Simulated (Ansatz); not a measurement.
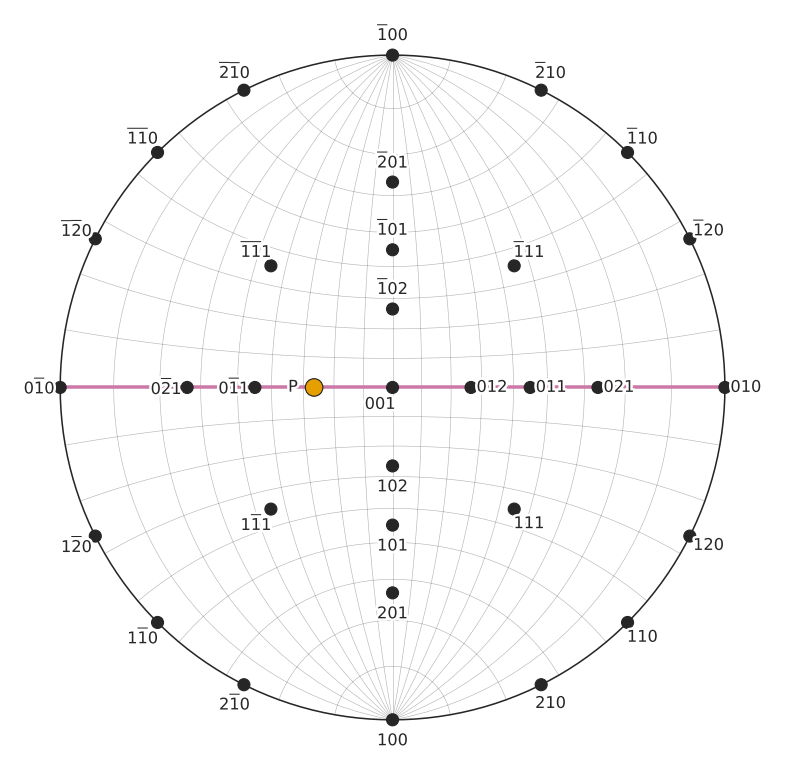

Crystal: CsBr, the input geometry of an electronic-structure calculation (not necessarily at equilibrium); the starting structure was generated, so it need not be a known form of this composition. Stereographic projection of plane normals (upper hemisphere) centred on (0 0 1). Geometry calculated from the standardised cell; symmetry tolerance 0.002 Å.

a = 4.319 Å, b = 4.319 Å, c = 4.319 Å, α = 90.00°, β = 90.00°, γ = 90.00°.

Q: Index the pole marked P.

A: P is (0 −1 2), 26.6° from the centre.

Q: Which zone does the coloured great circle trace?

A: The zone [1 0 0]: its poles satisfy h = 0.

Q: What is the angle between the normals of (−1 1 1) and (0 −1 2), and what are their d_hkl = 1/|g|?

A: 75.0°; d = 2.494 Å and 1.932 Å.
